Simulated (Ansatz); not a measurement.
**What a change does: single-point calculation on MoS**

System: MoS (Fm-3m, 2 atoms in the cell).
Method of run A: DFT PBEsol, scalar-relativistic, plane waves, PAW, spin-polarised (Ansatz 0.2.0).

The structure was built on a prototype by a generator; it need not be a known phase. Text and figures count atoms from 1; the logs count them from 0 in places.

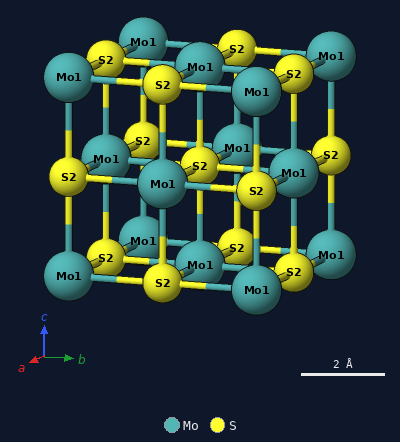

Fig. 1: The structure (ball-and-stick view of the cell 4 times as large as that of the calculation, set on its symmetry axes, seen slightly off an axis; atoms are numbered from 1 in the order of the input). An atom can appear more than once, as a periodic image.

### Input, run A
```yaml
crystal:
  lattice:
    - [0.0, 2.4478204267, 2.4478204267]
    - [2.4478204267, 0.0, 2.4478204267]
    - [2.4478204267, 2.4478204267, 0.0]
  atoms:
    - { symbol: Mo, position: [0.0, 0.0, 0.0], spin: 3.5 }
    - { symbol: S, position: [0.5, 0.5, 0.5] }
basis:
  ecutwfc: 420
kpoints:
  mp_grid: { grid: [14, 14, 14] }
hamiltonian:
  xc: pbesol
scf:
  occupations: { method: gaussian, width: 0.1 }
  lower_state_search: "off"
output:
  forces: true
  stress: true
  eigenvalues: true
  populations: true
magnetization:
  spin_polarized: true
```

Launched with:
```bash
ansatz run input.yaml --threads 1 --pin off --max-ram 2560MiB --backend cpu --events-out ev --progress --plain --runs-dir out
```

Hardware: 1 thread of Intel Xeon @ 2.70GHz, 189 GiB of memory available, shared host.

### Output, shortened to warnings, some set-up lines, iterations and results (run A)
```
WARN: the starting moments were not kept: the SCF closed with an absolute magnetisation of 7.1e-6 μB, where they sum to 3.5 μB in size (1 site). That is at most 0.1 of that sum. Measured as dr2_m measures the in/out step, that magnetisation stands 1.4e-11 eV from none, at or under the dr2_threshold of 1.0e-7 eV: it is no larger than a step whose dr2_m would equal this threshold. The system may …
Basis set: ecut = 420 eV, 537 PW (Γ), exchange–correlation on 48×48×48 points (8 copies of the dense FFT grid, shifted against one another)
Symmetry: 48 space group operations
k-points: 104 of 2744
Initial density: superposition of atomic densities (chi_scale 0.1, normalization cell)
[...]
SCF iter   1: F=—  HF=-5782.294164 eV  |F-HF|=—  |Δ(HF+E_count)|=         —  Δρ=7.87e-2 (↑7.87e-2 ↓3.30e-2)  dr2=2.52e0  dr2_m=6.02e-1  M=1.784 μB ∫|m|=1.793 μB  β_m=0.30  …
SCF iter   2: F=—  HF=-5781.833439 eV  |F-HF|=—  |Δ(HF+E_count)|=   4.61e-1  Δρ=5.93e-2 (↑5.93e-2 ↓3.12e-2)  dr2=8.10e-1  dr2_m=4.70e-1  M=1.908 μB ∫|m|=1.919 μB  β_m=0.30  …
SCF iter   3: F=—  HF=-5781.777006 eV  |F-HF|=—  |Δ(HF+E_count)|=   5.64e-2  Δρ=3.25e-2 (↑3.25e-2 ↓2.99e-2)  dr2=3.97e-2  dr2_m=2.37e-1  M=1.839 μB ∫|m|=1.850 μB  β_m=0.37  …
SCF iter   4: F=—  HF=-5781.901331 eV  |F-HF|=—  |Δ(HF+E_count)|=   1.24e-1  Δρ=2.88e-2 (↑2.88e-2 ↓2.45e-2)  dr2=2.08e-2  dr2_m=1.85e-1  M=1.524 μB ∫|m|=1.537 μB  β_m=0.38  …
SCF iter   5: F=—  HF=-5782.096120 eV  |F-HF|=—  |Δ(HF+E_count)|=   1.95e-1  Δρ=1.49e-2 (↑1.49e-2 ↓1.49e-2)  dr2=1.01e-3  dr2_m=5.92e-2  M=0.990 μB ∫|m|=1.000 μB  β_m=0.78  …
[... 5 lines ...]
SCF iter  11: F=-5782.198039 eV  HF=-5782.198039 eV  |F-HF|=4.15e-8  |Δ(HF+E_count)|=   1.26e-6  Δρ=1.86e-5 (↑1.63e-5 ↓1.86e-5)  dr2=4.79e-9  dr2_m=7.96e-8  M=-0.002 μB …
SCF iter  12: F=-5782.198039 eV  HF=-5782.198039 eV  |F-HF|=3.41e-9  |Δ(HF+E_count)|=   1.96e-7  Δρ=5.43e-6 (↑4.98e-6 ↓5.43e-6)  dr2=7.58e-10  dr2_m=6.91e-9  M=-0.001 μB …
SCF iter  13: F=-5782.198039 eV  HF=-5782.198039 eV  |F-HF|=4.18e-11  |Δ(HF+E_count)|=   1.67e-8  Δρ=1.16e-6 (↑6.81e-7 ↓1.16e-6)  dr2=1.89e-10  dr2_m=2.09e-10  M=-0.000 μB …
SCF iter  14: F=-5782.198039 eV  HF=-5782.198039 eV  |F-HF|=6.37e-12  |Δ(HF+E_count)|=  5.05e-10  Δρ=1.26e-7 (↑1.26e-7 ↓3.54e-8)  dr2=9.31e-12  dr2_m=9.86e-13  M=-0.000 μB …
SCF 1 converged in 14 iterations: F = -5782.198039 eV  dr2 = 9.31e-12
SCF converged after 14 iterations
Magnetization: -0.0000 μB (10.0000 up, 10.0000 down)
Absolute magnetization: 0.0000 μB (∫|ρ↑−ρ↓|, with the PAW one-centre terms)
Spin contamination: 0.0000 ħ² per cell (⟨S²⟩ above its minimum at these occupations)
Per-site moments (μB) at R_I (Å): [(-5.2558431779507555e-6, 1.00972592601375), (1.519514303654131e-7, 1.00972592601375)]
Free energy (F): -5782.198039 eV
Harris-Foulkes:  -5782.198039 eV  (|F-HF|=6.37e-12)
Internal energy: -5782.185217 eV  (E = F + TS)
E sigma→0 (E₀):  -5782.191628 eV
Entropy (-TS):   -0.012822 eV (-6.411 meV/atom)
Fermi energy:    17.392201 eV
--- Per-component energies (eV) ---
  E_band       = -61.479966
  E_kinetic    = 555.376875
  E_local      = -1017.786413  (includes V_loc(G=0)·N_el)
  E_nonlocal   = 174.986357
  E_hartree    = 347.686159
  E_xc         = -280.175047
  E_vxc        = -318.141646  (∫ρ·V_xc dr)
  E_paw        = -3728.979894  (= ΣΔE_a)
  E_vpaw       = -151.287413  (= ΣTr[D̂ρ^β])
  E_aug_tail   = 0.000044  (compensation charges beyond the density's cutoff)
  E_ewald      = -1833.564547
  E_core_change = 0.271249  (= ΣΔE_core)
  E_smearing   = -0.012822  (= −TS)
  E_closure    = -0.000000  (closes the sum)
  Σ components = -5782.198039   (vs F -5782.198039, Δ=0.00e0)
--- Forces (eV/Å), atoms counted from 1 ---
  atom   1  Mo    -0.00000000     0.00000000    -0.00000000
  atom   2  S      0.00000000    -0.00000000     0.00000000
  max |Σ_I F_I| component: 3.91e-30 eV/Å
--- Stress (GPa, compression-positive) ---
        0.007693      -0.000000       0.000000
       -0.000000       0.007693       0.000000
       -0.000000       0.000000       0.007693
  P = ⅓ Tr σ = 0.0077 GPa (0.077 kbar)
--- Löwdin populations: 2 sites ---
  site symbol       q [e]    m [muB]
     0     Mo     13.9079    -0.0000
     1      S      5.9152     0.0000
  spilling = 0.008845 (of n_electrons = 20.000000)
```

For run B the input was changed thus:
```diff
-  ecutwfc: 420
+  ecutwfc: 500
-  xc: pbesol
+  xc: r2scan
```

What does this change do to the results?

The total energies belong to different methods, so their difference says nothing on which is more stable or more accurate. The net moment of the cell goes from 0.00 to 1.98 μB. The pressure goes from 0.01 to 17.41 GPa. The functional changes from PBEsol to r2SCAN. The SCF takes 18 iterations against 14. The plane waves at Γ go from 537 to 725. On the same kind of shared host run B took about 2 times as long.

### Output, shortened to warnings, some set-up lines, iterations and results (run B)
```
Basis set: ecut = 500 eV, 725 PW (Γ), exchange–correlation on 108×108×108 points (64 copies of the dense FFT grid, shifted against one another)
Symmetry: 48 space group operations
k-points: 104 of 2744
Initial density: superposition of atomic densities (chi_scale 0.1, normalization cell)
[...]
SCF iter   1: F=-5871.774657 eV  HF=-5873.155747 eV  |F-HF|=1.38e0  |Δ(HF+E_count)|=         —  Δρ=6.16e-2 (↑6.16e-2 ↓2.77e-2)  dr2=2.11e0  dr2_τ=6.79e-2  dr2_m=2.82e-1  …
SCF iter   2: F=-5872.625508 eV  HF=-5872.903328 eV  |F-HF|=2.78e-1  |Δ(HF+E_count)|=   2.52e-1  Δρ=4.27e-2 (↑4.27e-2 ↓2.11e-2)  dr2=7.05e-1  dr2_τ=7.54e-3  dr2_m=1.72e-1  …
SCF iter   3: F=-5873.075781 eV  HF=-5873.016334 eV  |F-HF|=5.94e-2  |Δ(HF+E_count)|=   1.13e-1  Δρ=1.49e-2 (↑1.49e-2 ↓9.49e-3)  dr2=4.61e-2  dr2_τ=7.12e-3  dr2_m=7.33e-3  …
SCF iter   4: F=-5873.089592 eV  HF=-5873.060647 eV  |F-HF|=2.89e-2  |Δ(HF+E_count)|=   4.43e-2  Δρ=8.61e-3 (↑8.61e-3 ↓7.43e-3)  dr2=2.00e-2  dr2_τ=6.46e-4  dr2_m=1.02e-3  …
SCF iter   5: F=-5873.092515 eV  HF=-5873.082137 eV  |F-HF|=1.04e-2  |Δ(HF+E_count)|=   2.15e-2  Δρ=4.10e-3 (↑3.64e-3 ↓4.10e-3)  dr2=4.79e-3  dr2_τ=1.19e-4  dr2_m=5.37e-5  …
[... 9 lines ...]
SCF iter  15: F=-5873.093771 eV  HF=-5873.093771 eV  |F-HF|=5.73e-7  |Δ(HF+E_count)|=   7.85e-6  Δρ=4.86e-5 (↑4.86e-5 ↓3.98e-5)  dr2=5.75e-8  dr2_τ=7.20e-8  dr2_m=5.04e-7  …
SCF iter  16: F=-5873.093782 eV  HF=-5873.093782 eV  |F-HF|=5.60e-8  |Δ(HF+E_count)|=   1.12e-5  Δρ=1.54e-5 (↑1.54e-5 ↓1.51e-5)  dr2=1.10e-8  dr2_τ=8.36e-9  dr2_m=5.46e-8  …
SCF iter  17: F=-5873.093783 eV  HF=-5873.093783 eV  |F-HF|=5.36e-9  |Δ(HF+E_count)|=   5.43e-7  Δρ=4.79e-6 (↑4.79e-6 ↓4.47e-6)  dr2=1.15e-9  dr2_τ=7.83e-10  dr2_m=5.02e-9  …
SCF iter  18: F=-5873.093783 eV  HF=-5873.093783 eV  |F-HF|=9.40e-10  |Δ(HF+E_count)|=   6.66e-8  Δρ=3.95e-7 (↑3.95e-7 ↓3.76e-7)  dr2=2.79e-11  dr2_τ=3.79e-12  dr2_m=1.38e-11 …
SCF 1 converged in 18 iterations: F = -5873.093783 eV  dr2 = 2.79e-11
this state was not tested for a lower state beside it, because the mixer in use, unlike msr1, does not test its closes by its own steps (another_mixer; see scf.mixing.algorithm and scf.lower_state_search)
SCF converged after 18 iterations
Magnetization: 1.9765 μB (10.9882 up, 9.0118 down)
Absolute magnetization: 1.9787 μB (∫|ρ↑−ρ↓|, with the PAW one-centre terms)
Spin contamination: 0.0161 ħ² per cell (⟨S²⟩ above its minimum at these occupations)
Per-site moments (μB) at R_I (Å): [(1.4421935475137555, 1.00972592601375), (0.07788442427914823, 1.00972592601375)]
Free energy (F): -5873.093783 eV
Harris-Foulkes:  -5873.093783 eV  (|F-HF|=9.40e-10)
Internal energy: -5873.075836 eV  (E = F + TS)
E sigma→0 (E₀):  -5873.084810 eV
Entropy (-TS):   -0.017946 eV (-8.973 meV/atom)
Fermi energy:    17.471447 eV
--- Per-component energies (eV) ---
  E_band       = -71.754646
  E_kinetic    = 557.927122
  E_local      = -1020.652809  (includes V_loc(G=0)·N_el)
  E_nonlocal   = 174.388039
  E_hartree    = 350.807793
  E_xc         = -272.871820
  E_vxc        = -353.944238  (∫ρ·V_xc dr)
  E_paw        = -3828.778648  (= ΣΔE_a)
  E_vpaw       = -152.303942  (= ΣTr[D̂ρ^β])
  E_aug_tail   = 0.000004  (compensation charges beyond the density's cutoff)
  E_vtau       = 21.215527  (kinetic-family band-sum trace: ∫τ·v_τ [+ j·A + Jᵃ·Aᵃ] dr)
  E_ewald      = -1833.564547
  E_core_change = -0.330970  (= ΣΔE_core)
  E_smearing   = -0.017946  (= −TS)
  E_closure    = 0.000000  (closes the sum)
  Σ components = -5873.093783   (vs F -5873.093783, Δ=0.00e0)
--- Forces (eV/Å), atoms counted from 1 ---
  atom   1  Mo    -0.00000000     0.00000000     0.00000000
  atom   2  S      0.00000000    -0.00000000     0.00000000
  max |Σ_I F_I| component: 5.65e-30 eV/Å
--- Stress (GPa, compression-positive) ---
       17.412654       0.000000       0.000000
       -0.000000      17.412654      -0.000000
       -0.000000       0.000000      17.412654
  P = ⅓ Tr σ = 17.4127 GPa (174.127 kbar)
--- Löwdin populations: 2 sites ---
  site symbol       q [e]    m [muB]
     0     Mo     13.8146     1.9050
     1      S      6.0410     0.0688
  spilling = 0.007218 (of n_electrons = 20.000000)
```

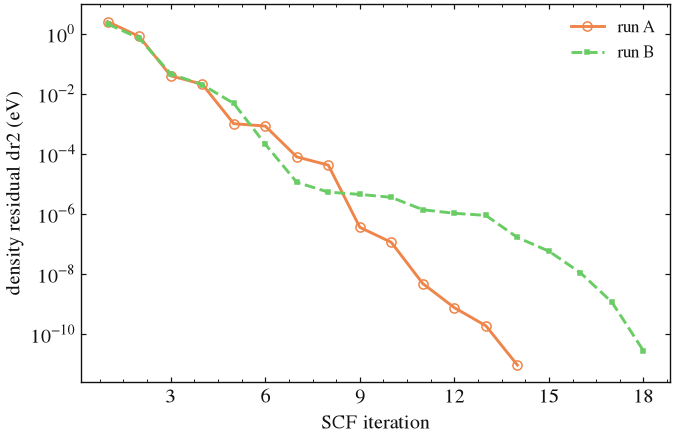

Fig. 2: Convergence of the two runs: density residual dr2 against the SCF iteration. Run A takes 14 iterations in all, and run B takes 18.

### The two runs side by side

```csv
quantity,run A,run B
outcome,converged,converged
free energy per atom (eV),−2891.0990,−2936.5469
"energy per atom, smearing taken to zero (eV)",−2891.0958,−2936.5424
gap on the mesh (eV),0.00,0.00
net moment of the cell (μB),0.00,1.98
absolute moment of the cell (μB),0.00,1.98
pressure (GPa),0.01,17.41
largest force (eV/Å),0.000,0.000
SCF iterations,14,18
irreducible k-points,104,104
plane waves at Γ,537,725
wall time (shared host),12 s,23 s
```

For run A: Warnings: some starting moments were not kept. For run B: The electronic state found may not be the lowest one. Warnings: the state was not tested for a lower one. The cell is under a pressure of 17.4 GPa at this level, so it is not at its equilibrium volume.
